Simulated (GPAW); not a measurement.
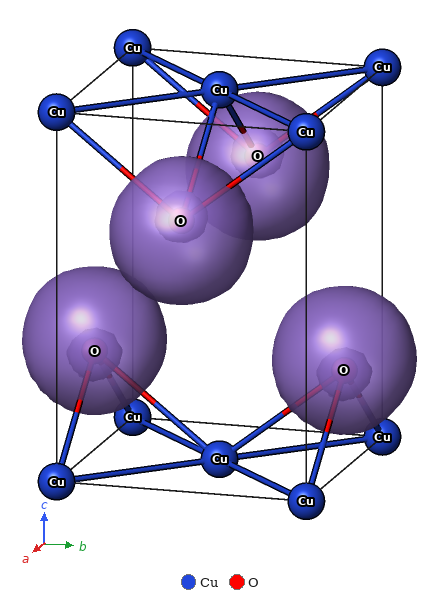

CuO. Isosurface of the electron localisation function at 0.65 (purple), seen slightly off an axis. Only the valence region is drawn (cores and ρ < 0.01 e/Å³ removed). Sticks mark near contacts.

Space group P4/nmm; a generated structure, not necessarily the stable one; not relaxed (largest force 1.2 eV/Å); computed pressure about 12 GPa in this cell.

Level of theory: Kohn-Sham DFT of a periodic cell, r2SCAN, GPAW PAW data sets (gpaw-data 1.2.1) (GPAW).

Describe the localisation domains.

The surface consists of two regions wrapped around O (the valence shell of each), counted in one cell of 4 atoms. Any copies at cell faces, edges or corners count once. Along the contacts the grid gives the following. Cu–O (2.02 Å): the ELF peaks at about 0.80 in the valence shell of O, 0.6 Å from its nucleus, and is about 0.20 at the midpoint (no localised pair shows between them). Cu–Cu (2.25 Å): the ELF is about 0.15 at the midpoint: no shared electron pair shows on this line.
